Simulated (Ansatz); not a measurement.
NaCl

```
Na Cl
1.0
     5.60796    0.00000    0.00000
     0.00000    5.60796    0.00000
     0.00000    0.00000    5.60796
Na Cl
4 4
Direct
  0.00000 0.00000 0.00000
  0.50000 0.50000 0.00000
  0.50000 0.00000 0.50000
  0.00000 0.50000 0.50000
  0.50000 0.00000 0.00000
  0.00000 0.50000 0.00000
  0.00000 0.00000 0.50000
  0.50000 0.50000 0.50000
```

Space group Fm-3m.

Computed with DFT, r2SCAN, PAW with Ansatz's default frozen-core files, scalar-relativistic; relaxation of cell and atoms in Ansatz.

What can the converged valence pseudo-density and electron localisation function tell about the bonding?

Na–Cl (2.80 Å): ρ is about 0.14 e/Å³ halfway; the ELF peaks at about 0.85 in the valence shell of Cl, 0.8 Å from its nucleus, and falls to about 0 next to Na; a closed-shell, largely ionic contact.

Does the calculation give a band gap?

It is gapped, with a Kohn–Sham gap of 6.0 eV on the k-point mesh (the band edges may lie off the mesh, which would make the gap smaller).

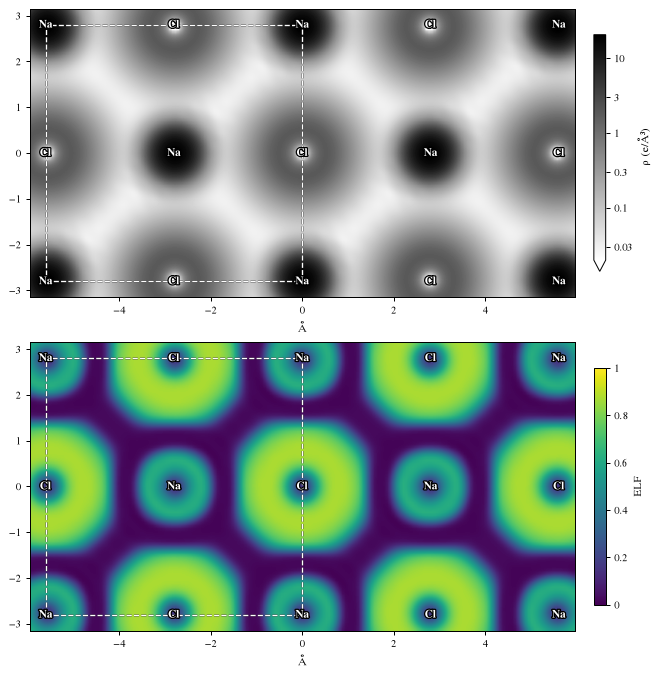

Computed valence pseudo-density and electron localisation function on the (010) plane of the conventional cell, in this order. 

The density is the valence pseudo-density of a PAW calculation; it isn't the true density close to the nuclei.
